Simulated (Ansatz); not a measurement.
# Geometry relaxation of Cs

The run: geometry relaxation of Cs (P6₃/mmc, 2 atoms in the cell). Method and program: DFT, PBEsol, PAW with Ansatz's default frozen-core files, scalar-relativistic, no spin polarisation (Ansatz 0.2.0).

Its volume is 0.45 times that of the source entry. It belongs to a series of runs on one base structure; here: shape and atoms relaxed at 0.45 of the volume. Figures and captions count atoms from 1; the log counts them from 0 in places.

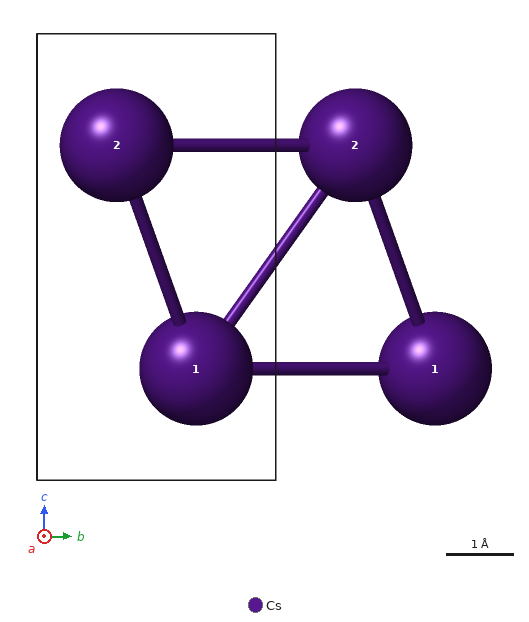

*The starting structure (ball-and-stick view of the cell of the calculation, repeated 1 × 2 × 1, along the a axis; atoms are numbered from 1 in the order of the input). An atom can appear more than once, as a periodic image.*

## Input file
```yaml
crystal:
  lattice:
    - [4.1379468344, 0.0, 0.0]
    - [-2.0689734172, 3.5835670781, 0.0]
    - [0.0, 0.0, 6.7034738717]
  atoms:
    - { symbol: Cs, position: [0.3333333333, 0.6666666667, 0.25] }
    - { symbol: Cs, position: [0.6666666667, 0.3333333333, 0.75] }
kpoints:
  mp_grid: { grid: [8, 8, 5] }
scf:
  occupations: { method: fermi_dirac, width: 0.08 }
hamiltonian:
  xc: pbesol
  pseudopotentials: { kind: paw }
output:
  forces: true
  stress: true
relax:
  f_tol: 0.005
  max_steps: 30
  cell: { stress_tol: 0.64, fix: [volume] }
```

Command:
```bash
ansatz run input.yaml --threads 1 --pin off --max-ram 2048MiB --backend cpu --events-out ev --progress --plain --runs-dir out
```

## The program's output
```
Engine: ansatz 0.2.0, aarch64-unknown-linux-gnu
Pseudopotentials: kind: paw
Pseudopotential: Cs, paw, valence charge 9, recommended cutoff 420 eV (normal), Cs.paw.azcp
Functional definition: PBEsol
  exchange = pbesol_x
  correlation = pbesol_c
Crystal: 2 atoms, lattice volume = 99.403 Å³
Basis set: ecut = 420 eV, 1943 PW (Γ), exchange–correlation on 60×60×90 points (8 copies of the dense FFT grid, shifted against one another)
Bands: 13, of which v1, the nominal top of the filled ones, is band 9 counted from 1 (8 counted from 0)
Symmetry: 24 space group operations
Space group: P63/mmc (ITA 194), of the structure as read, at distance tolerance 4.6e-5 Å
k-points: 30 of 320
Non-local potential: Cs, projectors of the file, l = 0: 3, l = 1: 2, l = 2: 2, l = 3: 2
PAW form: soft (Blöchl's): semilocal exchange-correlation on the pseudo side does not see the compensation charge
PAW frozen core: Cs, regenerated for the run's functional, and the local potential with it (the file was generated under x = pbe(κ = 0.804, μ = 0.2195149727645171), c = pbe(β = 0.06672455060314922))
PAW one-centre angular grid: Cs, 194 points (default); XC on 64 Gauss nodes
Initial density: superposition of atomic densities (neutral atoms: chi_scale 0, normalization atom), corrected by the library's trained network
Initial wavefunctions: pseudopotential atomic-orbital guess
Functional: x = pbesol(κ = 0.804, μ = 0.12345679012345678), c = pbesol(β = 0.046)
SCF iter   1: F=—  HF=-11170.615022 eV  |F-HF|=—  |Δ(HF+E_count)|=         —  Δρ=1.23e-3  dr2=1.30e-3  ethr=1.77e-3  ⟨swp⟩=6.0  Hψ=2432  notcnv=0
preconditioner: auto → Kerker (q_TF=auto, 2.052 Å⁻¹)  [metal: Δε(μ)=0.074 eV  Ē_g=10.429 eV  σ=0.080 eV  W_gap=0.23  n_scr=22 (ndim 8)  ℏωp=13.9 eV  f_vac=0.000  D(μ)=3.20/eV (n_scr^D=22)]
SCF iter   2: F=—  HF=-11170.614913 eV  |F-HF|=—  |Δ(HF+E_count)|=   1.09e-4  Δρ=8.70e-4  dr2=1.00e-3  ethr=7.25e-6  ⟨swp⟩=2.0  Hψ=882  notcnv=0
SCF iter   3: F=—  HF=-11170.614889 eV  |F-HF|=—  |Δ(HF+E_count)|=   2.40e-5  Δρ=4.29e-4  dr2=3.12e-4  ethr=5.55e-6  ⟨swp⟩=1.0  Hψ=390  notcnv=0
SCF iter   4: F=—  HF=-11170.614869 eV  |F-HF|=—  |Δ(HF+E_count)|=   2.02e-5  Δρ=6.44e-5  dr2=6.80e-6  ethr=1.73e-6  ⟨swp⟩=2.2  Hψ=608  notcnv=0
SCF iter   5: F=—  HF=-11170.614870 eV  |F-HF|=—  |Δ(HF+E_count)|=   1.21e-6  Δρ=1.24e-5  dr2=2.02e-7  ethr=3.78e-8  ⟨swp⟩=2.8  Hψ=687  notcnv=0
SCF iter   6: F=-11170.614870 eV  HF=-11170.614870 eV  |F-HF|=1.06e-8  |Δ(HF+E_count)|=   9.45e-8  Δρ=4.02e-6  dr2=3.39e-8  ethr=5.56e-10  ⟨swp⟩=4.0  Hψ=1332  notcnv=0
SCF 1 converged in 6 iterations: F = -11170.614870 eV  dr2 = 3.39e-8
  greatest PAW one-centre occupation: 0.934 electrons in one spin orbital (limit 2), on the Cs atom at site 1 (counted from 0), in its partial waves of l = 0
relax step   1: F+E_penalty+E_count = -11170.61487010 eV  Δ(F+E_penalty+E_count) = +0.000e0 eV  max|allowed force component| = 2.747e-17 eV/Å  Δτ_max = 0.0000 Å  P = +3.999 GPa  Ω = 99.403 Å³  fix = [volume]  reactions: volume +3.999 GPa  (6 SCF iters, dr2 threshold 1.00e-7 eV, accepted)
Initial density: handed on by an earlier stage of this run
Initial wavefunctions: pseudopotential atomic-orbital guess (no wavefunctions were taken with the density)
iter 1 solved again at ethr=1.31e-6 eV; its pass at ethr=3.10e-3 eV (dr2=2.36e-4 eV) is discarded
SCF iter   1: F=—  HF=-11170.614870 eV  |F-HF|=—  |Δ(HF+E_count)|=         —  Δρ=4.08e-6  dr2=2.99e-8  ethr=1.31e-6  ⟨swp⟩=2.9  Hψ=3445  notcnv=0
eigensolver tolerance schedule: the retry pair's looser diagonalisation over-reported the residual by 7902.92 of it (diagonalisation noise at an unbounded share of the residual, at the tolerance the schedule requests for it); recorded, not acted on — ethr = c·dr2/N_el stays at c = 1.0e-1
preconditioner: auto → Kerker (q_TF=auto, 2.052 Å⁻¹)  [metal: Δε(μ)=0.074 eV  Ē_g=10.435 eV  σ=0.080 eV  W_gap=0.23  n_scr=22 (ndim 8)  ℏωp=13.9 eV  f_vac=0.000  D(μ)=3.19/eV (n_scr^D=22)]
SCF iter   2: F=—  HF=-11170.614870 eV  |F-HF|=—  |Δ(HF+E_count)|=   4.05e-7  Δρ=2.79e-6  dr2=1.69e-8  ethr=1.66e-10  ⟨swp⟩=3.1  Hψ=857  notcnv=0
SCF iter   3: F=-11170.614870 eV  HF=-11170.614870 eV  |F-HF|=1.94e-9  |Δ(HF+E_count)|=  5.46e-10  Δρ=1.76e-6  dr2=2.61e-9  ethr=1.82e-11  ⟨swp⟩=3.2  Hψ=1704  notcnv=0
SCF 2 converged in 3 iterations: F = -11170.614870 eV  dr2 = 2.61e-9
relax step   2: F+E_penalty+E_count = -11170.61487010 eV  Δ(F+E_penalty+E_count) = -6.225e-9 eV  max|allowed force component| = 2.747e-17 eV/Å  Δτ_max = 0.0000 Å  P = +3.999 GPa  Ω = 99.403 Å³  fix = [volume]  reactions: volume +3.999 GPa  stress off target by 2.96e-2 GPa on what of the cell is left free  SCF on the basis re-selected at this cell (its energy is not comparable with the rows above)  (3 SCF iters)
```

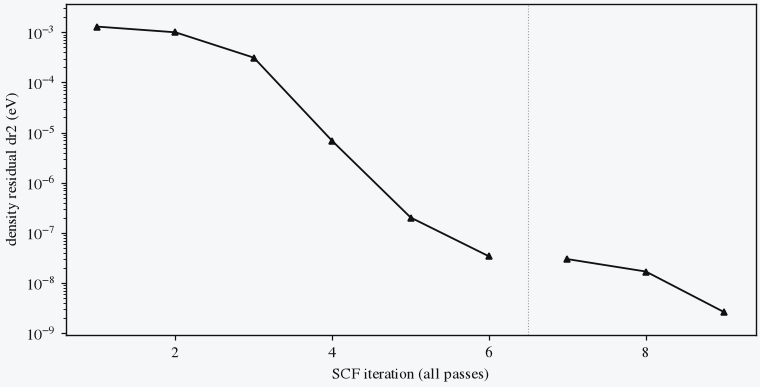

*Convergence of the self-consistent field: density residual dr2 against the SCF iteration. The dotted lines part the SCF passes of the relaxation: geometry steps, rejected trials and re-solves on a re-selected basis.*

The passes take 6 and 3 iterations.

```
basis re-selected at this cell: Δ(F+E_penalty+E_count) = -6.225e-9 eV, ΔP = -0.000 GPa vs the last step (what re-selecting the basis moved, of the pressure what is left beyond the Pulay correction that the steps carried, after the strain that the cell walked since its last selection, with what the two solves' SCF thresholds leave and, on support functions, any second-order correction that the steps lacked; it is no measure of the basis error at this ecutwfc). This SCF's stress stands 2.96e-2 GPa from its target on what of the cell is left free (relax.cell.stress_tol is 6.40e-1 GPa) and its largest allowed force component is 2.75e-17 eV/Å (relax.f_tol is 5.00e-3 eV/Å): within both
SCF converged after 3 iterations
Free energy (F): -11170.614870 eV
Harris-Foulkes:  -11170.614870 eV  (|F-HF|=1.94e-9)
Internal energy: -11170.545973 eV  (E = F + TS)
E sigma→0 (E₀):  -11170.580422 eV
Entropy (-TS):   -0.068897 eV (-34.448 meV/atom)
Fermi energy:    7.505581 eV
--- Per-component energies (eV) ---
  E_band       = -86.324744
  E_kinetic    = 287.429035
  E_local      = -444.179406  (includes V_loc(G=0)·N_el)
  E_nonlocal   = 63.554411
  E_hartree    = 152.143361
  E_xc         = -346.099851
  E_vxc        = -253.467759  (∫ρ·V_xc dr)
  E_paw        = -9967.467676  (= ΣΔE_a)
  E_vpaw       = -43.948586  (= ΣTr[D̂ρ^β])
  E_aug_tail   = -0.000002  (compensation charges beyond the density's cutoff)
  E_ewald      = -916.214165
  E_core_change = 0.288320  (= ΣΔE_core)
  E_smearing   = -0.068897  (= −TS)
  E_closure    = -0.000000  (closes the sum)
  Σ components = -11170.614870   (vs F -11170.614870, Δ=0.00e0)
--- Forces (eV/Å), atoms counted from 1 ---
  atom   1  Cs     0.00000000    -0.00000000    -0.00000000
  atom   2  Cs    -0.00000000     0.00000000     0.00000000
  max |Σ_I F_I| component: 1.16e-18 eV/Å
--- Stress (GPa, compression-positive) ---
        3.984330       0.000000      -0.000000
        0.000000       3.984330       0.000000
       -0.000000       0.000000       4.028783
  P = ⅓ Tr σ = 3.9991 GPa (39.991 kbar)
--- Relaxed structure (1 steps of the walk, 1 accepted, 1 SCFs on fresh bases) ---
  F+E_penalty+E_count = -11170.61487010 eV   max|allowed force component| = 2.747e-17 eV/Å   (the final SCF, on the basis selected at the relaxed cell)
  cell:  # Å, volume = 99.4032 Å³
    - [4.137946834400116, 0.0, 0.0]
    - [-2.068973417200058, 3.5835670780999003, 0.0]
    - [0.0, 0.0, 6.7034738717]
  atoms:
    - { symbol: Cs, position: [0.3333333333333333, 0.6666666666666666, 0.25] }
    - { symbol: Cs, position: [0.6666666666666666, 0.3333333333333333, 0.75] }
```

## Trajectory as extended XYZ (Å, eV, eV/Å), 2 frames, from step=1 to step=2
```
2
Lattice="4.1379 0.0000 0.0000 -2.0690 3.5836 0.0000 0.0000 0.0000 6.7035" Properties=species:S:1:pos:R:3:forces:R:3 step=1 energy=-11170.61487 pressure_GPa=4.00
Cs    0.0000    2.3890    1.6759    0.0000   0.0000   0.0000
Cs    2.0690    1.1945    5.0276    0.0000   0.0000   0.0000
2
Lattice="4.1379 0.0000 0.0000 -2.0690 3.5836 0.0000 0.0000 0.0000 6.7035" Properties=species:S:1:pos:R:3:forces:R:3 step=2 energy=-11170.61487 pressure_GPa=4.00
Cs    0.0000    2.3890    1.6759    0.0000   0.0000   0.0000
Cs    2.0690    1.1945    5.0276    0.0000   0.0000   0.0000
```

## Results in brief

```json
{"quantity": "outcome", "value": "converged"}
{"quantity": "space group (tolerance 0.01 Å)", "value": "P6₃/mmc (194)"}
{"quantity": "electrons treated", "value": "18"}
{"quantity": "free energy", "value": "−11170.6149 eV"}
{"quantity": "Fermi energy", "value": "7.506 eV"}
{"quantity": "pressure", "value": "4.00 GPa"}
{"quantity": "final volume", "value": "99.40 Å³"}
{"quantity": "largest force (length of the vector) at the end", "value": "under 0.001 eV/Å"}
{"quantity": "final cell", "value": "a = 4.138 Å, b = 4.138 Å, c = 6.703 Å, α = 90.00°, β = 90.00°, γ = 120.00°"}
{"quantity": "hardware", "value": "1 thread of Arm Neoverse V1, 24 GiB of memory available, shared host"}
{"quantity": "wall time", "value": "4 s"}
{"quantity": "peak memory", "value": "0.35 GiB"}
```
